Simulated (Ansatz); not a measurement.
System: CrCuO₂, space group R-3m, 8 atoms in the cell, CrCuO2 type.

```cif
data_structure
_symmetry_space_group_name_H-M 'R-3m:H'
_symmetry_Int_Tables_number 166
_cell_length_a 2.9734
_cell_length_b 2.9734
_cell_length_c 17.1000
_cell_angle_alpha 90.000
_cell_angle_beta 90.000
_cell_angle_gamma 120.000
_cell_volume 130.93
loop_
_atom_site_label
_atom_site_type_symbol
_atom_site_symmetry_multiplicity
_atom_site_Wyckoff_symbol
_atom_site_fract_x
_atom_site_fract_y
_atom_site_fract_z
_atom_site_occupancy
Cr1 Cr 3 b 0.33333 0.66667 0.16667 1
Cu1 Cu 3 a 0.00000 0.00000 0.00000 1
O1 O 6 c 0.00000 0.00000 0.10792 1
```

Level of theory: DFT r2SCAN+U, scalar-relativistic, plane waves, PAW, Ueff = 2 eV on Cr d; Ueff = 2 eV on Cu d, spin-polarised, 7×7×7 k mesh; code Ansatz.

How will the Cr d shell be filled?

Counting eigenvalues over 0.6 as filled, Cr (atom A) has 3 filled d states (d³), 3 up and 0 down; the eigenvalues sum to 4.3; Cu (atom B) has 10 filled d states (d¹⁰), 5 up and 5 down; the eigenvalues sum to 9.7. The small eigenvalues come from mixing with neighbours' orbitals.

Start of the run: ferromagnetic start, free, symmetry kept, no search. Such runs often end in metastable states, so this need not be the lowest one.

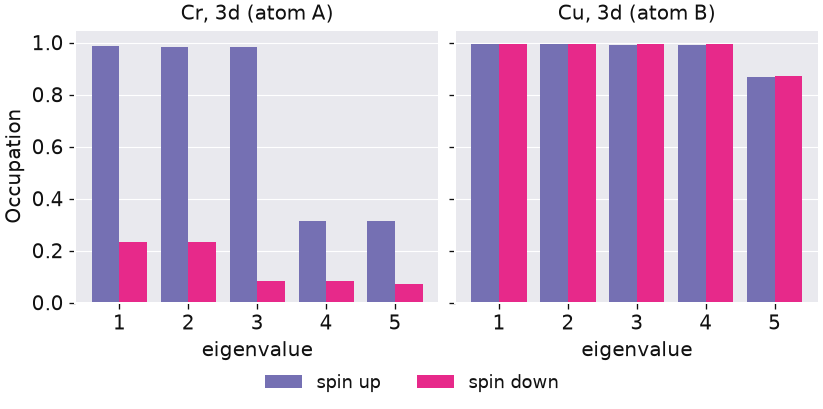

Eigenvalues of the local occupation matrix of the d shell, one panel for each unlike atom (Löwdin-orthogonalised atomic projectors).
